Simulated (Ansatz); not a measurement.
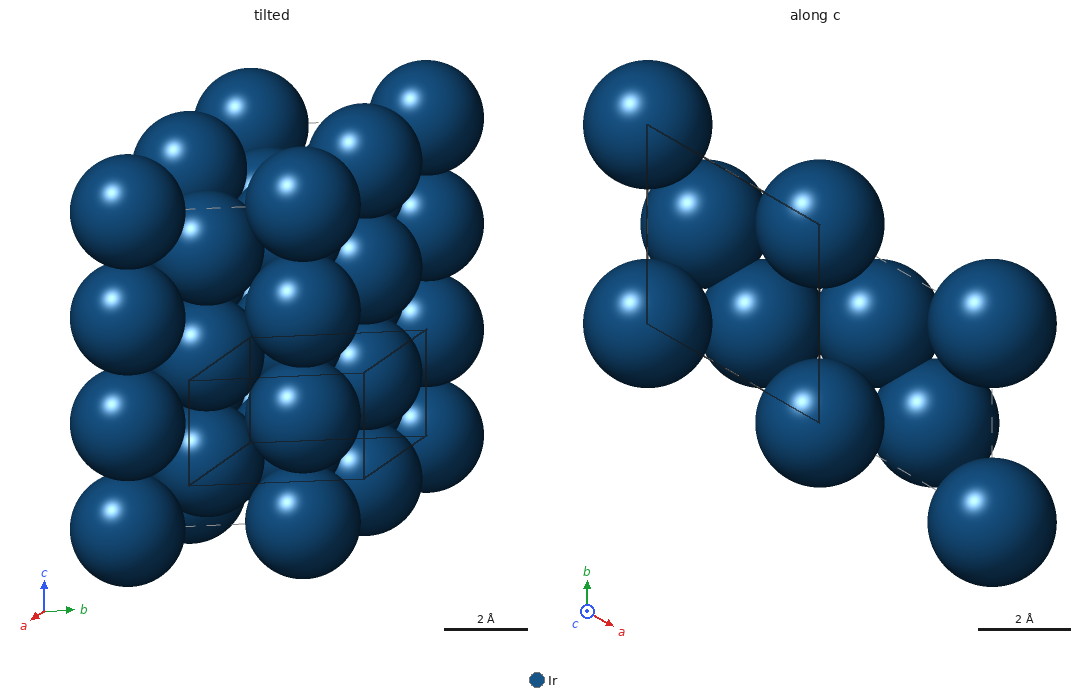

Space-filling representation of a periodic structure, projected slightly off an axis and along the c axis. The drawing covers 2×1×3 cells, and the solid lines enclose one conventional unit cell.

The element is iridium. Its lattice is primitive hexagonal, its space group P6/mmm (No. 191). The arrangement is known as ω phase (AlB₂-like). The cell holds three atoms.

Origin of the cell: a textbook structure type filled with this element (whether it is the usual form wasn't checked). Relaxation method: Ansatz 0.2.0, DFT PBEsol, scalar-relativistic, plane waves, PAW.
